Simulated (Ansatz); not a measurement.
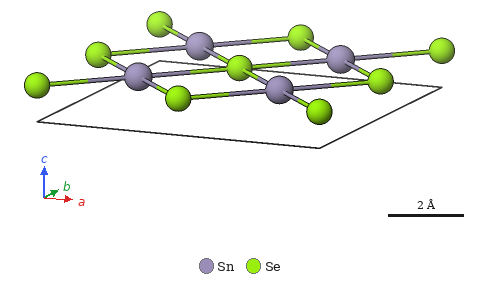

Phonons of a free-standing layer of SnSe (a generated structure), at the zone centre. A ball-and-stick model of the 2 × 2 repeat of the cell, outlined in the plane, without the vacuum, seen slightly off an axis.

Theory: DFT PBE, scalar-relativistic, plane waves, PAW in Ansatz.

Input file:
```yaml
crystal:
  lattice:
    - [4.1118054571, 0.0, 0.0]
    - [0.0, 4.1118054571, 0.0]
    - [0.0, 0.0, 23.8]
  atoms:
    - { symbol: Sn, position: [0.5, 0.5, 0.2941176471] }
    - { symbol: Se, position: [0.0, 0.0, 0.2941176471] }
  periodic: [true, true, false]
basis:
  ecutwfc: 420
kpoints:
  mp_grid: { grid: [10, 10, 1] }
hamiltonian:
  xc: pbe
scf:
  occupations: { method: gaussian, width: 0.02 }
output:
  eigenvalues: true
phonons:
  method: dfpt
  eigenvectors: true
  qmesh: [2, 2, 1]
  temperatures: { t_max: 1000, t_step: 100 }
  qpath:
    path:
      - [[0.0, 0.0, 0.0], [0.0, 0.5, 0.0], [0.5, 0.5, 0.0], [0.0, 0.0, 0.0], [0.0, 0.0, 0.5], [0.0, 0.5, 0.5], [0.5, 0.5, 0.5], [0.0, 0.0, 0.5]]
      - [[0.0, 0.5, 0.0], [0.0, 0.5, 0.5]]
      - [[0.5, 0.5, 0.0], [0.5, 0.5, 0.5]]
    npoints: 8
```

Launched with:
```bash
ansatz run input.yaml --threads 1 --pin off --max-ram 2048MiB --backend cpu --events-out ev --progress --plain --runs-dir out
```

Frequencies are those without the non-analytic (LO–TO) term.

Which optical modes does it have, at what frequencies, and is it stable there?

The calculation's cell holds 2 atoms, so there are 3 optical modes, in 2 levels. The optical modes span A₂u + E_u. Two levels are unstable (imaginary frequency).

```tsv
level	symmetry	frequency (cm⁻¹)	activity
1	A₂u	99i	infrared-active
2	E_u	89i	infrared-active
```

The displacement patterns (one member of each degenerate set):

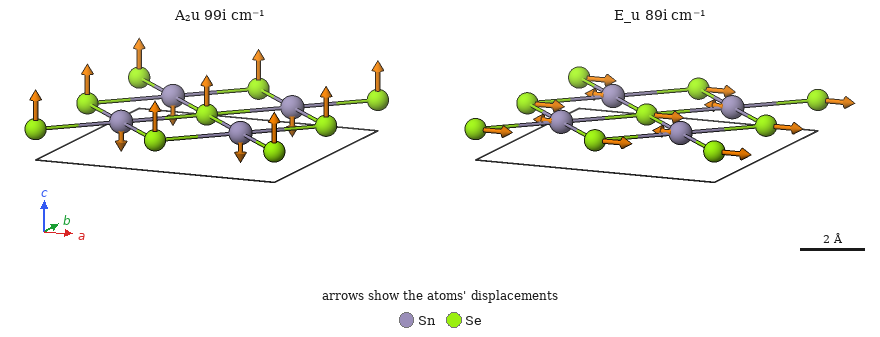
